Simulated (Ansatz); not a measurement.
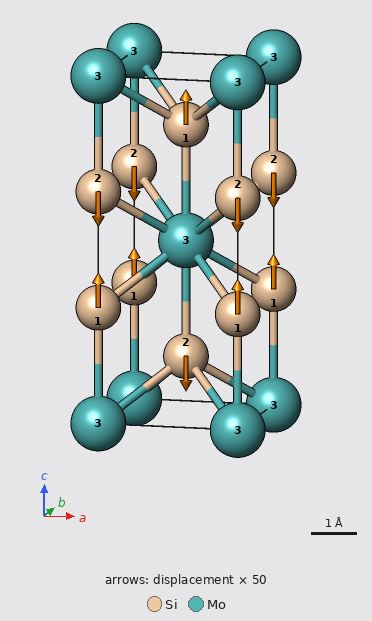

This is a relaxation of crystalline Si₂Mo (set up in I4/mmm). The starting structure is drawn; orange arrows show the displacements (the part carried along by the change of the cell is left out), 50 times their true length.

A ball-and-stick model of the conventional cell (2 times the calculation's cell), seen slightly off an axis. Lengths and directions refer to the drawn axes.

All numbers below come from DFT PBEsol, scalar-relativistic, plane waves, PAW in Ansatz.

Input file:
```yaml
crystal:
  lattice:
    - [-1.6, 1.6, 3.9305]
    - [1.6, -1.6, 3.9305]
    - [1.6, 1.6, -3.9305]
  atoms:
    - { symbol: Si, position: [0.333, 0.333, 0.0] }
    - { symbol: Si, position: [0.667, 0.667, 0.0] }
    - { symbol: Mo, position: [0.0, 0.0, 0.0] }
basis:
  ecutwfc: 420
kpoints:
  mp_grid: { grid: [18, 18, 18] }
hamiltonian:
  xc: pbesol
scf:
  occupations: { method: gaussian, width: 0.1 }
output:
  forces: true
  stress: true
  eigenvalues: true
relax:
  adjacent_minimum: "off"
  f_tol: 0.005
  max_steps: 80
  cell: { stress_tol: 0.05 }
```

What happened in the run?

The largest moves relative to the cell, 0.016 Å, are those of Si1 and Si2. Si2 goes along −c. Mo stays in place. The drawn cell changes as follows: a = b 3.200 → 3.190 Å (−0.3 %), c 7.861 → 7.821 Å (−0.5 %); the volume changes by −1.1 %. Near-neighbour distances that change, for instance: Si1–Mo3 2.616 → 2.599 Å. The space group stays I4/mmm (No. 139). The energy falls by 9.6 meV per cell of the calculation in 3 accepted moves (4 points after the start). Largest force component: 0.33 eV/Å at the start, 0.0016 eV/Å at the end. The pressure goes from −2.74 to −0.01 GPa. At 1 point the geometry stayed and the basis and grid were re-selected for the new cell (energy shift of 0.1 meV per cell of the calculation at most each time).
